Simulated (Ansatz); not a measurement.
Phonon calculation of YN (part 2 of 2)

YN (2 atoms in the cell); DFT, PBEsol, PAW with Ansatz's default frozen-core files, scalar-relativistic; harmonic phonons by finite displacements, no spin polarisation (Ansatz 0.2.0); cutoff 420 eV, 14×14×14 k-mesh, Fermi–Dirac smearing of 0.1 eV. The structure derives from an entry of the Crystallography Open Database. It belongs to a series of runs on one base structure; here: PAW files in place of LAPW.

Geometry of the input (Å; fractional positions):
```
0.0000  2.4280  2.4280
2.4280  0.0000  2.4280
2.4280  2.4280  0.0000
Y  0.0000  0.0000  0.0000
N  0.5000  0.5000  0.5000
```

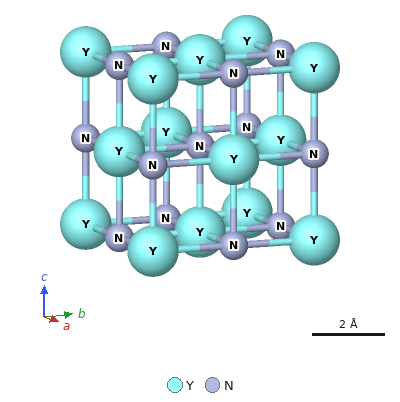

The structure as given in the input (ball-and-stick view of the cell 4 times as large as that of the calculation, set on its symmetry axes, seen slightly off an axis). An atom can appear more than once, as a periodic image.

### Log, continued
```
SCF iter   1: F=—  HF=-8354.485125 eV  |F-HF|=—  |Δ(HF+E_count)|=         —  Δρ=1.27e-4  dr2=1.34e-5  ethr=3.45e-8  ⟨swp⟩=2.1  Hψ=39625  notcnv=0
SCF iter   2: F=—  HF=-8354.485145 eV  |F-HF|=—  |Δ(HF+E_count)|=   1.95e-5  Δρ=8.44e-5  dr2=6.20e-6  ethr=3.45e-8  ⟨swp⟩=1.0  Hψ=7068  notcnv=0
SCF iter   3: F=—  HF=-8354.485144 eV  |F-HF|=—  |Δ(HF+E_count)|=   1.06e-6  Δρ=7.97e-6  dr2=2.04e-8  ethr=1.94e-8  ⟨swp⟩=2.0  Hψ=9291  notcnv=0
SCF iter   4: F=—  HF=-8354.485143 eV  |F-HF|=—  |Δ(HF+E_count)|=   5.32e-7  Δρ=2.90e-6  dr2=4.49e-9  ethr=6.37e-11  ⟨swp⟩=2.0  Hψ=12267  notcnv=0
SCF iter   5: F=—  HF=-8354.485143 eV  |F-HF|=—  |Δ(HF+E_count)|=  9.82e-11  Δρ=1.68e-6  dr2=1.68e-9  ethr=1.40e-11  ⟨swp⟩=2.0  Hψ=10044  notcnv=0
SCF iter   6: F=—  HF=-8354.485143 eV  |F-HF|=—  |Δ(HF+E_count)|=  1.91e-10  Δρ=5.37e-7  dr2=1.94e-10  ethr=5.24e-12  ⟨swp⟩=2.0  Hψ=8804  notcnv=0
SCF iter   7: F=—  HF=-8354.485143 eV  |F-HF|=—  |Δ(HF+E_count)|=  1.09e-11  Δρ=1.57e-7  dr2=1.85e-11  ethr=1.00e-12  ⟨swp⟩=1.2  Hψ=7460  notcnv=0
SCF iter   8: F=-8354.485143 eV  HF=-8354.485143 eV  |F-HF|=3.64e-12  |Δ(HF+E_count)|=  1.82e-12  Δρ=2.94e-8  dr2=7.16e-13  ethr=1.00e-12  ⟨swp⟩=5.0  Hψ=28841  notcnv=0
SCF 3 converged in 8 iterations: F = -8354.485143 eV  dr2 = 7.16e-13
Basis set: ecut = 420 eV, 1093 PW (Γ), FFT grids on a1, a2, −a1+a2+a3, exchange–correlation on 48×48×72 points (8 copies of the dense FFT grid, shifted against one another)
Bands: 20, of which v1, the nominal top of the filled ones, is band 16 counted from 1 (15 counted from 0)
Symmetry: 32 space group operations
SCF iter   1: F=—  HF=-8354.485162 eV  |F-HF|=—  |Δ(HF+E_count)|=         —  Δρ=8.74e-8  dr2=9.63e-13  ethr=1.95e-12  ⟨swp⟩=5.9  Hψ=12871  notcnv=0
preconditioner: auto → Kerker (q_TF=auto, 2.476 Å⁻¹)  [metal: Δε(μ)=0.102 eV  Ē_g=15.647 eV  σ=0.100 eV  W_gap=0.25  n_scr=14 (ndim 8)  ℏωp=26.0 eV  f_vac=0.000  D(μ)=0.09/eV (n_scr^D=0)]
SCF iter   2: F=-8354.485162 eV  HF=-8354.485162 eV  |F-HF|=1.82e-12  |Δ(HF+E_count)|=  1.82e-12  Δρ=4.94e-8  dr2=3.36e-13  ethr=1.00e-12  ⟨swp⟩=2.4  Hψ=6023  notcnv=0
SCF 4 converged in 2 iterations: F = -8354.485162 eV  dr2 = 3.36e-13
iter 1 solved again at ethr=4.86e-8 eV; its pass at ethr=3.10e-3 eV (dr2=1.56e-5 eV) is discarded
SCF iter   1: F=—  HF=-8354.485111 eV  |F-HF|=—  |Δ(HF+E_count)|=         —  Δρ=1.61e-4  dr2=2.34e-5  ethr=4.86e-8  ⟨swp⟩=2.0  Hψ=42568  notcnv=0
preconditioner: auto → Kerker (q_TF=auto, 2.476 Å⁻¹)  [metal: Δε(μ)=0.101 eV  Ē_g=15.647 eV  σ=0.100 eV  W_gap=0.24  n_scr=14 (ndim 8)  ℏωp=26.0 eV  f_vac=0.000  D(μ)=0.09/eV (n_scr^D=0)]
SCF iter   2: F=—  HF=-8354.485142 eV  |F-HF|=—  |Δ(HF+E_count)|=   3.15e-5  Δρ=8.90e-5  dr2=9.23e-6  ethr=4.86e-8  ⟨swp⟩=2.2  Hψ=10632  notcnv=0
SCF iter   3: F=—  HF=-8354.485139 eV  |F-HF|=—  |Δ(HF+E_count)|=   3.01e-6  Δρ=1.59e-5  dr2=2.64e-7  ethr=2.88e-8  ⟨swp⟩=2.2  Hψ=10634  notcnv=0
SCF iter   4: F=—  HF=-8354.485139 eV  |F-HF|=—  |Δ(HF+E_count)|=   3.53e-7  Δρ=4.12e-6  dr2=8.81e-9  ethr=8.24e-10  ⟨swp⟩=2.1  Hψ=10385  notcnv=0
SCF iter   5: F=—  HF=-8354.485139 eV  |F-HF|=—  |Δ(HF+E_count)|=   1.02e-9  Δρ=2.99e-6  dr2=5.58e-9  ethr=2.75e-11  ⟨swp⟩=2.0  Hψ=10414  notcnv=0
SCF iter   6: F=—  HF=-8354.485139 eV  |F-HF|=—  |Δ(HF+E_count)|=  9.73e-10  Δρ=6.91e-7  dr2=3.16e-10  ethr=1.74e-11  ⟨swp⟩=2.0  Hψ=10399  notcnv=0
SCF iter   7: F=—  HF=-8354.485139 eV  |F-HF|=—  |Δ(HF+E_count)|=  1.09e-11  Δρ=1.59e-7  dr2=1.70e-11  ethr=1.00e-12  ⟨swp⟩=2.0  Hψ=9538  notcnv=0
SCF iter   8: F=-8354.485139 eV  HF=-8354.485139 eV  |F-HF|=0.00e0  |Δ(HF+E_count)|=  3.64e-12  Δρ=2.76e-8  dr2=5.38e-13  ethr=1.00e-12  ⟨swp⟩=5.0  Hψ=29066  notcnv=0
SCF 5 converged in 8 iterations: F = -8354.485139 eV  dr2 = 5.38e-13
iter 1 solved again at ethr=3.28e-8 eV; its pass at ethr=3.10e-3 eV (dr2=1.05e-5 eV) is discarded
SCF iter   1: F=—  HF=-8354.485117 eV  |F-HF|=—  |Δ(HF+E_count)|=         —  Δρ=1.35e-4  dr2=1.23e-5  ethr=3.28e-8  ⟨swp⟩=2.1  Hψ=40179  notcnv=0
SCF iter   2: F=—  HF=-8354.485152 eV  |F-HF|=—  |Δ(HF+E_count)|=   3.46e-5  Δρ=8.84e-5  dr2=5.89e-6  ethr=3.28e-8  ⟨swp⟩=1.0  Hψ=7440  notcnv=0
SCF iter   3: F=—  HF=-8354.485150 eV  |F-HF|=—  |Δ(HF+E_count)|=   2.22e-6  Δρ=8.91e-6  dr2=4.68e-8  ethr=1.84e-8  ⟨swp⟩=2.0  Hψ=9684  notcnv=0
SCF iter   4: F=—  HF=-8354.485150 eV  |F-HF|=—  |Δ(HF+E_count)|=   1.38e-7  Δρ=3.26e-6  dr2=7.11e-9  ethr=1.46e-10  ⟨swp⟩=2.2  Hψ=12230  notcnv=0
SCF iter   5: F=—  HF=-8354.485150 eV  |F-HF|=—  |Δ(HF+E_count)|=  6.73e-11  Δρ=2.39e-6  dr2=3.68e-9  ethr=2.22e-11  ⟨swp⟩=2.0  Hψ=10410  notcnv=0
SCF iter   6: F=—  HF=-8354.485150 eV  |F-HF|=—  |Δ(HF+E_count)|=  6.62e-10  Δρ=4.30e-7  dr2=1.52e-10  ethr=1.15e-11  ⟨swp⟩=2.0  Hψ=10376  notcnv=0
SCF iter   7: F=—  HF=-8354.485150 eV  |F-HF|=—  |Δ(HF+E_count)|=  5.46e-12  Δρ=1.02e-7  dr2=8.06e-12  ethr=1.00e-12  ⟨swp⟩=1.5  Hψ=8709  notcnv=0
SCF iter   8: F=-8354.485150 eV  HF=-8354.485150 eV  |F-HF|=1.82e-12  |Δ(HF+E_count)|=  1.82e-12  Δρ=2.41e-8  dr2=4.73e-13  ethr=1.00e-12  ⟨swp⟩=5.0  Hψ=28091  notcnv=0
SCF 6 converged in 8 iterations: F = -8354.485150 eV  dr2 = 4.73e-13
SCF converged after 2 iterations
Free energy (F): -8354.485162 eV
Harris-Foulkes:  -8354.485162 eV  (|F-HF|=1.82e-12)
Internal energy: -8354.481250 eV  (E = F + TS)
E sigma→0 (E₀):  -8354.483206 eV
Entropy (-TS):   -0.003912 eV (-0.978 meV/atom)
Fermi energy:    12.205365 eV
--- Per-component energies (eV) ---
  E_band       = -92.818925
  E_kinetic    = 874.793541
  E_local      = -1188.776847  (includes V_loc(G=0)·N_el)
  E_nonlocal   = 193.128863
  E_hartree    = 364.598799
  E_xc         = -467.211687
  E_vxc        = -554.653302  (∫ρ·V_xc dr)
  E_paw        = -5790.930713  (= ΣΔE_a)
  E_vpaw       = -146.508980  (= ΣTr[D̂ρ^β])
  E_aug_tail   = 0.000189  (compensation charges beyond the density's cutoff)
  E_ewald      = -2340.437140
  E_core_change = 0.353743  (= ΣΔE_core)
  E_smearing   = -0.003912  (= −TS)
  E_closure    = -0.000000  (closes the sum)
  Σ components = -8354.485162   (vs F -8354.485162, Δ=0.00e0)
--- Forces (eV/Å), atoms counted from 1 ---
  atom   1  Y     -0.00000000     0.00000000    -0.00000000
  atom   2  N      0.00000000     0.00000000    -0.00000000
  atom   3  Y     -0.00000000     0.00000000    -0.00000000
  atom   4  N      0.00000000     0.00000000     0.00000000
  max |Σ_I F_I| component: 3.42e-29 eV/Å
--- Band table (eV; the first three rows and the last of 144) ---
  k-point 0: bands = ["-28.4648", "-28.3303", "-9.3671", "-8.2161", "-8.2161", "-8.1260", "-8.1260", "-8.1260", "-0.7912", "1.0848", "7.9231", "9.7783", "9.7783", "12.1001", "12.1001", "12.1001", "15.2335", "15.2335", "15.2335"]
  k-point 1: bands = ["-28.4582", "-28.3371", "-9.3138", "-8.2118", "-8.2118", "-8.1985", "-8.1306", "-8.1306", "-0.6936", "0.9902", "8.0803", "9.8565", "9.8565", "11.7492", "11.9087", "11.9087", "15.2794", "15.3663", "15.3663"]
  k-point 2: bands = ["-28.4398", "-28.3560", "-9.1611", "-8.3936", "-8.1995", "-8.1995", "-8.1433", "-8.1433", "-0.4260", "0.7297", "8.5286", "10.0870", "10.0870", "10.9559", "11.4553", "11.4553", "15.3801", "15.7321", "15.7321"]
  k-point 143: bands = ["-28.2999", "-28.2975", "-8.9671", "-8.9569", "-8.7513", "-8.6954", "-8.4014", "-8.3398", "0.3533", "0.4107", "9.2174", "9.3731", "10.3031", "10.3557", "10.5048", "10.5077", "16.1817", "16.2782", "16.5335"]
--- Phonons: 4 displaced members + 2 references (amplitude of the first 0.0025 Å, Σ member SCF iterations 33) ---
  ASR residual: 4.578e-5 → 0.000e0 eV/Å²; symmetrization residual: 1.702e-4 eV/Å²
  largest component of a force at the reference: 2.9e-29 eV/Å
  ASR residual per site (eV/Å²): 4.58e-5 1.98e-5
  Γ frequencies (cm⁻¹): 0.00 0.00 0.00 191.70 191.70 191.70
  Unit cell's response to a homogeneous field: 3 representative field directions (Σ response iterations 12)
  ε∞ (high-frequency dielectric tensor):
       15.110023    -0.000000     0.000000
       -0.000000    15.110023    -0.000000
        0.000000    -0.000000    15.110023
  ε⁰ (static dielectric tensor): not given — the deck does not say what the cell's rigid motions are, and on a molecule in a box or a wire the rigid rotations would enter the sum over the modes at Γ. For a crystal or a slab, whose only rigid motions are the translations, set phonons.rigid_motions: translations.
  Born effective charges Z* (e; rows j = field, columns β = displacement):
    site 0:
         4.76084    0.00000    0.00000
        -0.00000    4.76084   -0.00000
        -0.00000    0.00000    4.76084
    site 1:
        -4.76084   -0.00000   -0.00000
         0.00000   -4.76084    0.00000
         0.00000   -0.00000   -4.76084
  Z* charge neutrality: 1.607e-3 e pre-enforcement
  solved inside a basis spanned on the 14×14×14 k-mesh, on 16×16×16 k-points transformed towards the longest dipole: ε∞ is read to err by 5.2e-2, Z* by 1.8e-2 e; Z* is corrected for what the basis lacks
  optical modes at Γ without the LO–TO term, one row a degenerate level:
      ω (cm⁻¹)  modes    IR ((D/Å)²/amu)
        191.70      3           129.6415
  optical modes at Γ + LO–TO along q̂ = [1.0000, 0.0000, 0.0000]:
      ω (cm⁻¹)  modes    IR ((D/Å)²/amu)
        191.70      2            86.4276
        499.83      1            43.2138
  optical modes at Γ + LO–TO along q̂ = [0.0000, 1.0000, 0.0000]:
      ω (cm⁻¹)  modes    IR ((D/Å)²/amu)
        191.70      2            86.4276
        499.83      1            43.2138
  optical modes at Γ + LO–TO along q̂ = [0.0000, 0.0000, 1.0000]:
      ω (cm⁻¹)  modes    IR ((D/Å)²/amu)
        191.70      2            86.4276
        499.83      1            43.2138
--- Phonons (by wavevector): 3 wavevectors in 2 supercells ---
  supercell 1 (2 cells, vectors [1, 0, 0], [0, 1, 0], [0, 0, 2] in multiples of the cell's): 2 displaced members by 0.0025 Å; free energy -8354.485162 eV; taken off its force constants: by the sum rule 2.5e-5, by the symmetrisation 2.3e-6 eV/Å²
  symmetry images taken by strict's conditions (phonons.symmetry_images: auto; settled by no image being taken that strict refuses)
  supercell 2 (2 cells, vectors [1, 0, 0], [0, 1, -1], [0, 0, 2] in multiples of the cell's): 2 displaced members by 0.0025 Å; free energy -8354.485162 eV; taken off its force constants: by the sum rule 4.6e-5, by the symmetrisation 1.7e-4 eV/Å²; Γ matrix within 6.5e-5 eV/Å² of supercell 1's
  symmetry images taken by strict's conditions (phonons.symmetry_images: auto; settled by no image being taken that strict refuses)
  q = [0.0000, 0.0000, 0.0000] (star 1, supercell 1; hermiticity 0.00e0, symmetrization 2.99e-7): -0.00 0.00 0.00 191.70 191.70 191.70
  q = [0.0000, 0.0000, -0.5000] (star 4, supercell 1; hermiticity 1.96e-16, symmetrization 8.74e-16): 141.80 141.80 306.65 381.86 381.86 556.74
  q = [0.0000, -0.5000, -0.5000] (star 3, supercell 2; hermiticity 2.08e-16, symmetrization 3.28e-16): 168.37 168.37 234.07 291.29 291.29 442.85
  joined force constants: q→R imaginary residual 1.16e-17
  density of states and harmonic sums: on the 22×22×22 q-mesh, interpolated from the force constants of a 2×2×2 supercell (with the dipole–dipole term)
  largest difference from the sums on the solved wave vectors: F 3.51e-2 eV, S 6.78e-5 and C_V 3.19e-5 eV/K
  zero-point energy: 0.106991 eV/cell   skipped modes (ω ≤ 0): 3   left out of the sums: 4.70e-5 of the cell's modes: C_V's classical limit lies that fraction below 3 k_B per atom; for a crystal, a wire or a layer, F and S can be off by more, and a phonons.interpolated_qmesh denser along its periods is the remedy for the sampling
```

### File phthermo.tsv
```
# format = ansatz-phthermo/1
# interpolated_qmesh = 22 22 22
# force_constants_supercell = 2 2 2
# non_analytic_term = included (the dipole-dipole term of the run's Born effective charges and high-frequency dielectric tensor (where they are solved with the displacements' responses and are means over more operations than the force constants, of those that the k mesh gives, averaged as the force constants are; where they are of points inside a basis, what they differ from the k mesh's own by stays in what lies between the sampled wave vectors) is in the interpolated dynamical matrix, and no dipole-quadrupole or higher term is, so what lies between sampled wave vectors stays as converged as the mesh, the term itself as its tensors are in theirs, and near GAMMA the transverse optical and acoustic branches of a crystal with a site that is no centre of inversion can stay off; a row of a path at GAMMA holds the limit along its piece of the path (the whole path, where it does not jump; a piece that never leaves GAMMA stands at zero macroscopic field), a row of a mesh at GAMMA stands at zero macroscopic field with that point's weight, and on a cell with vacuum the term is the periodic stack's, or with phonons.isolated the sheet's or wire's own, and can move a branch further from a solve)
# zero_point_energy_ev = 1.0699126468e-1
# n_skipped_modes = 3
# share_of_modes_left_out = 4.6957175056e-5
# rigid_motions_known_by = geometry
# t_k	f_vib_ev	s_ev_per_k	c_v_ev_per_k
0.0000	1.0699126468e-1	0.0000000000e0	0.0000000000e0
100.0000	1.0428363414e-1	9.2608028330e-5	1.8626147831e-4
200.0000	8.5366489885e-2	2.8422125140e-4	3.6243288935e-4
300.0000	4.8500448630e-2	4.4700721690e-4	4.3502737200e-4
400.0000	-2.9426052245e-3	5.7717219944e-4	4.6754685270e-4
500.0000	-6.6141969084e-2	6.8348335858e-4	4.8425387732e-4
600.0000	-1.3907176794e-1	7.7269327355e-4	4.9382606581e-4
700.0000	-2.2026204008e-1	8.4929741049e-4	4.9977815708e-4
800.0000	-3.0861245342e-1	9.1630746776e-4	5.0371675170e-4
900.0000	-4.0327372395e-1	9.7580388723e-4	5.0645221646e-4
1000.0000	-5.0357269740e-1	1.0292714907e-3	5.0842672945e-4
```
